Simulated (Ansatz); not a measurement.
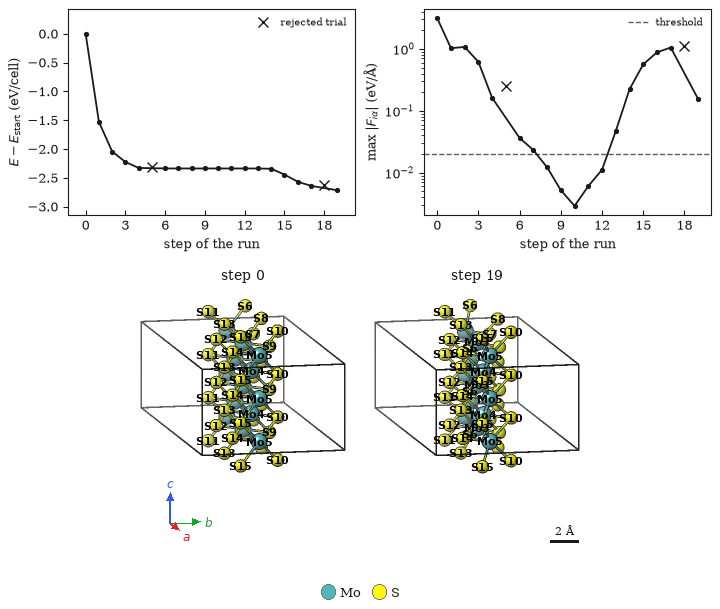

First and last geometry of a relaxation of a wire of composition MoS2, with the history of the run. A ball-and-stick model of the 2 repeat of the cell, with the vacuum cut short (origin shifted), seen slightly off an axis.

Case: zigzag ribbon, 5 formula units a period, edge spins opposed.

The calculation used DFT PBE, scalar-relativistic, plane waves, PAW (Ansatz 0.2.0).

Input file:
```yaml
crystal:
  lattice:
    - [21.9, 0.0, 0.0]
    - [0.0, 12.5, 0.0]
    - [0.0, 0.0, 3.1930929251]
  atoms:
    - { symbol: Mo, position: [0.2474612247, 0.5, 0.5], spin: 1.0 }
    - { symbol: Mo, position: [0.3737306123, 0.5, 0.0] }
    - { symbol: Mo, position: [0.5, 0.5, 0.5] }
    - { symbol: Mo, position: [0.6262693877, 0.5, 0.0] }
    - { symbol: Mo, position: [0.7525387753, 0.5, 0.5], spin: -1.0 }
    - { symbol: S, position: [0.2053714288, 0.6266793047, 1.0], spin: 1.0 }
    - { symbol: S, position: [0.3316408165, 0.6266793047, 0.5] }
    - { symbol: S, position: [0.4579102041, 0.6266793047, 0.0] }
    - { symbol: S, position: [0.5841795918, 0.6266793047, 0.5] }
    - { symbol: S, position: [0.7104489794, 0.6266793047, 1.0] }
    - { symbol: S, position: [0.2895510206, 0.3733206953, 0.0] }
    - { symbol: S, position: [0.4158204082, 0.3733206953, 0.5] }
    - { symbol: S, position: [0.5420897959, 0.3733206953, 0.0] }
    - { symbol: S, position: [0.6683591835, 0.3733206953, 0.5] }
    - { symbol: S, position: [0.7946285712, 0.3733206953, 1.0], spin: -1.0 }
basis:
  ecutwfc: 420
kpoints:
  mp_grid: { grid: [1, 1, 28] }
hamiltonian:
  xc: pbe
scf:
  occupations: { method: gaussian, width: 0.05 }
  lower_state_search: "off"
output:
  forces: true
  stress: true
  eigenvalues: true
  populations: true
  write_density: true
  write_potential: true
  elf: true
  volumetric_format: npy
magnetization:
  spin_polarized: true
relax:
  adjacent_minimum: "off"
  f_tol: 0.02
  max_steps: 45
  cell: { fix: [a, b, alpha, beta, gamma], stress_tol: 0.03 }
```

Launched with:
```bash
ansatz run input.yaml --threads 4 --pin off --max-ram 11264MiB --backend cpu --events-out ev --progress --plain --runs-dir out
```

Question: Read the history and describe the run.

Answer: The run was cut off at its time limit before the relaxation converged, so the last structure is only a point on the way. The largest move relative to the centre of the atoms is that of S6, 0.76 Å. By element the largest moves are S 0.76 Å, Mo 0.36 Å. Along the periodic axis the drawn cell goes c 6.386 → 6.349 Å (−0.6 %). Near-neighbour distances that change, for instance: Mo2–Mo3 3.193 → 2.815 Å, Mo1–S7 2.430 → 2.266 Å, Mo2–S11 2.430 → 2.567 Å, Mo3–S9 2.430 → 2.552 Å. Bond angles that change, for instance: S6–Mo1–S11 180.0° → 146.9°, S10–Mo5–S15 180.0° → 148.1°, S6–Mo1–S7 82.1° → 108.7°. Over 17 accepted moves (19 points after the start) the energy falls by 2.715 eV per cell of the calculation. The largest force component goes from 3.1 to 0.15 eV/Å. The line search rejected the trial steps at points 5, 18 of the run. The program noted that the starting moments weren't kept. The run took 39 min on 4 threads of Intel(R) Xeon(R) Platinum 8259CL CPU @ 2.50GHz (Skylake/Cascade Lake), on a shared host, peak memory 3.2 GiB.

```
step  E − E(0), meV/atom  largest force component, eV/Å      note
   0                0.00                         3.1382          
   1             -101.93                         1.0273          
   2             -136.16                         1.0738          
   3             -148.24                         0.6156          
   4             -155.16                         0.1620          
   5             -154.62                         0.2479  rejected
   6             -155.73                         0.0364          
   7             -155.76                         0.0232          
   8             -155.77                         0.0122          
   9             -155.77                         0.0052          
  10             -155.77                         0.0029          
  11             -155.77                         0.0061          
  12             -155.77                         0.0112          
  13             -155.79                         0.0470          
  14             -156.13                         0.2225          
  15             -162.82                         0.5637          
  16             -171.10                         0.8798          
  17             -175.85                         1.0521          
  18             -174.60                         1.1333  rejected
  19             -181.01                         0.1541
```
